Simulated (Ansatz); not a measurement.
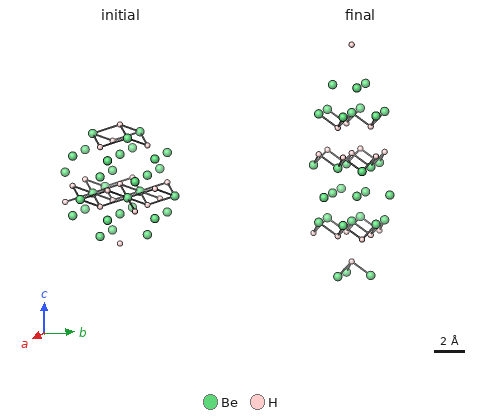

The structure of a crystal of Be₃H₂ (a generated structure, set up in P-3m1) (coarse preliminary run) before (left) and after (right) a relaxation, at one scale.

The picture is a ball-and-stick view of the atoms within 4.2 Å of the atom that moves most (axes of the cell of the calculation), seen slightly off an axis.

Theory: DFT PBE, scalar-relativistic, plane waves, PAW in Ansatz. Set-up: plane-wave cutoff 420 eV; k-point mesh 6 × 6 × 4; occupations gaussian; smearing width 0.1 eV; no spin polarisation; cell and atoms relaxed; force threshold 0.04 eV/Å; at most 70 steps.

> Summarise the run.

The largest moves relative to the cell, 1.53 Å, are those of H atoms. By element the largest moves are H 1.53 Å, Be 0.59 Å. The volume changes by −11.6 %, with a = b 3.289 → 2.291 Å (−30.3 %), c 4.028 → 7.334 Å (+82.1 %). Among the contacts that change: Be–H 2.014 → 3.050 Å, Be–H 2.014 → 1.599 Å. New bonds form: Be–H (2.01 → 1.60 Å). The space group stays P-3m1 (No. 164). The energy falls by 643 meV per atom in 22 accepted moves (25 points after the start). The largest force component goes from 0.2 to 0.005 eV/Å. The pressure goes from −7.01 to 0.08 GPa. The SCF was repeated 3 times at an unchanged geometry on a basis and grid sized afresh for the cell, which shifted the energy by 50.7 meV per atom at most.

Limits of the set-up: the k-point mesh is coarse for a cell with partly filled bands.
